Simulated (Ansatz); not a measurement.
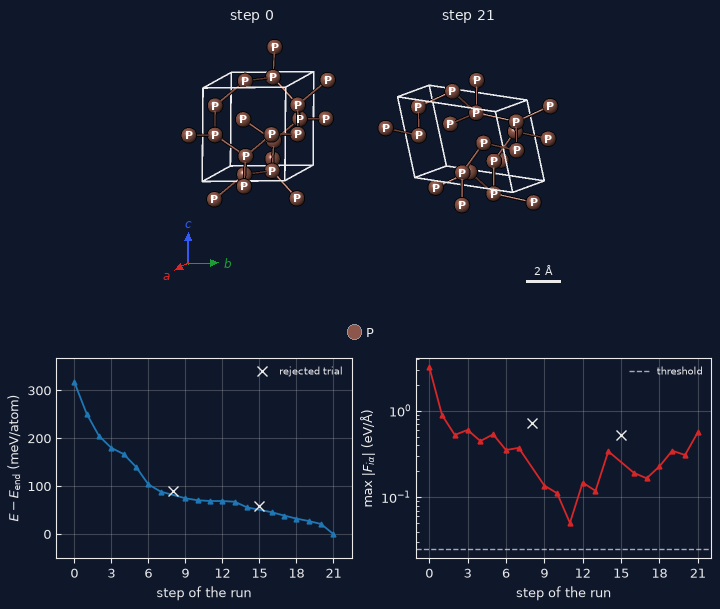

First and last geometry of a relaxation of crystalline P (a generated structure, set up in P1) (coarse preliminary run), with the history of the run. Style: ball-and-stick. Shown: the cell of the calculation, slightly off an axis.

All numbers below come from DFT PBE, scalar-relativistic, plane waves, PAW (Ansatz). (plane-wave cutoff 420 eV; k-point mesh 6 × 6 × 4; occupations gaussian; smearing width 0.2 eV; no spin polarisation; cell and atoms relaxed; force threshold 0.025 eV/Å; at most 60 steps)

Q: What do the curves and the structures tell?

A: The run was cut off at its time limit before the relaxation converged, so the last structure is only a point on the way. The energy falls by 318 meV per atom in 19 accepted moves (21 points after the start). Largest force component: 3.2 eV/Å at the start, 0.56 eV/Å at the end. Pressure: 2.51 GPa at the start and 1.05 GPa at the end. The line search rejected the trial steps at points 8, 15 of the run. A P atom moves most relative to the cell: 0.90 Å along [0 −1 −3]. The drawn cell changes as follows: a 5.059 → 4.860 Å (−3.9 %), b 4.988 → 5.975 Å (+19.8 %), c 5.722 → 5.020 Å (−12.3 %), α 89.6° → 111.0°, β 91.4° → 86.3°, γ 113.4° → 115.0°; the volume changes by −7.4 %. Some distances before and after: P–P 3.937 → 2.447 Å, P–P 4.153 → 2.869 Å, P–P 2.247 → 3.448 Å, P–P 3.876 → 2.814 Å. Among the angles between lasting bonds that change: P–P–P 126.2° → 81.2°, P–P–P 95.3° → 140.2°, P–P–P 119.6° → 76.6°. The space group stays P1 (No. 1).
